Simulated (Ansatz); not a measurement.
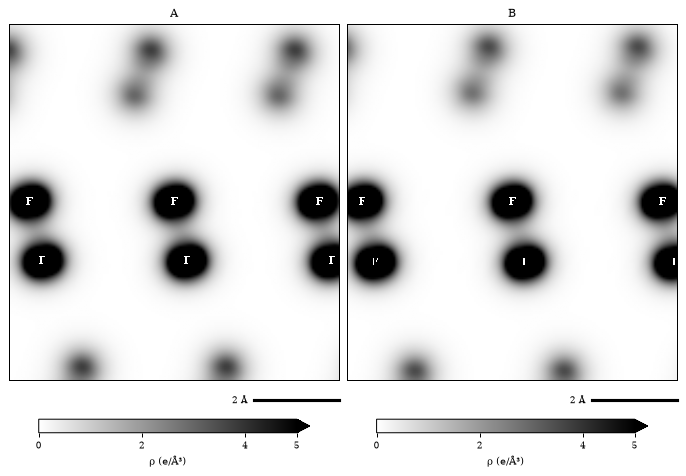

F. The valence pseudo-density of two cells that differ in size and shape, on the (011) plane of each (indices in the axes of the calculation cell), at one length scale and on one colour scale: B has 19.3 Å³ an atom and A 17.8.

Level of theory: DFT PBE+D3(BJ), scalar-relativistic, plane waves, PAW (Ansatz 0.2.0).

The larger cell:

```
F
1.0
     3.00593   -1.83548    0.31722
     3.00593    1.83548    0.31722
    -0.86180    0.00000    6.91316
F
4
Direct
  0.91386 0.58555 0.09393
  0.41445 0.08614 0.40607
  0.08614 0.41445 0.90607
  0.58555 0.91386 0.59393
```

The smaller cell: a = 3.412 Å, b = 3.412 Å, c = 6.820 Å, α = 90.90°, β = 90.90°, γ = 63.56°.

What does the compression do to the bonding and the properties?

Answer. From the larger cell to the smaller, F–F goes from 1.45 to 1.42 Å, and the density at its midpoint from 1.8 to 1.9 e/Å³; the pressure goes from −2.4 to −0.4 GPa; the Kohn–Sham gap goes from 2.7 eV to 3.0 eV.
